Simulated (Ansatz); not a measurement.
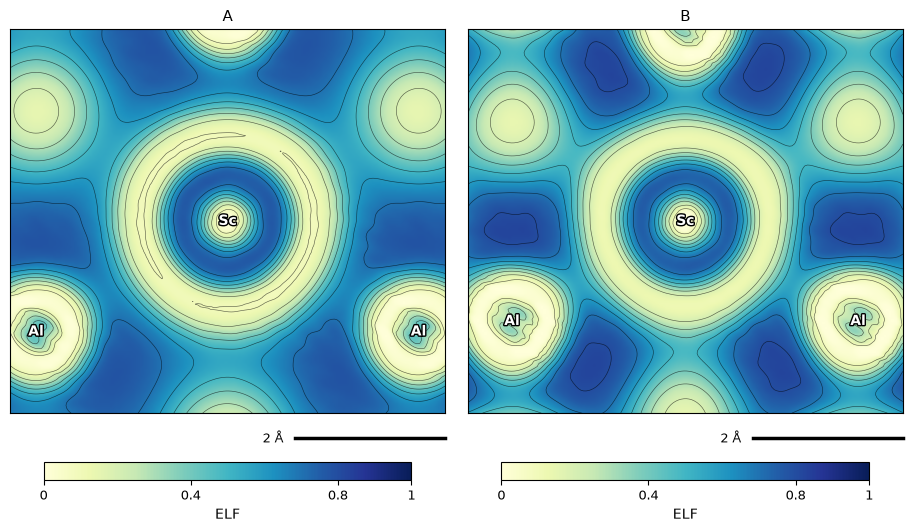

Sc2Al. The ELF of two cells that differ in size and shape, on the (001) plane of each (indices in the axes of the calculation cell), at one length scale and on one colour scale; one has 18.2 and the other 22.8 Å³ an atom.

Space group P6₃/mmc; a structure from a database of computed crystals, not necessarily the ambient phase.

These are results of Ansatz, DFT PBEsol, scalar-relativistic, plane waves, PAW, not measurements.

Core electrons are frozen (PAW), and the valence fields are smoothed inside the atomic spheres.

The larger cell:

```cif
data_structure
_symmetry_space_group_name_H-M 'P 1'
_symmetry_Int_Tables_number 1
_cell_length_a 5.0934
_cell_length_b 5.0934
_cell_length_c 6.0855
_cell_angle_alpha 90.000
_cell_angle_beta 90.000
_cell_angle_gamma 120.000
_cell_volume 136.72
loop_
_atom_site_label
_atom_site_type_symbol
_atom_site_fract_x
_atom_site_fract_y
_atom_site_fract_z
_atom_site_occupancy
Sc1 Sc 0.00000 0.00000 0.00000 1
Sc2 Sc 0.00000 0.00000 0.50000 1
Sc3 Sc 0.33333 0.66667 0.75000 1
Sc4 Sc 0.66667 0.33333 0.25000 1
Al1 Al 0.33333 0.66667 0.25000 1
Al2 Al 0.66667 0.33333 0.75000 1
```

The smaller cell: a = 4.608 Å, b = 4.608 Å, c = 5.933 Å, α = 90.00°, β = 90.00°, γ = 120.00°.

> Which is the denser cell? Describe the effect of the change.

Panel B is the smaller cell, by 20 % in volume. From the larger cell to the smaller, Sc–Al goes from 2.94 to 2.66 Å, and the density at its midpoint from 0.16 to 0.22 e/Å³, the ELF there from 0.35 to 0.30; the pressure goes from −6 to 12 GPa.
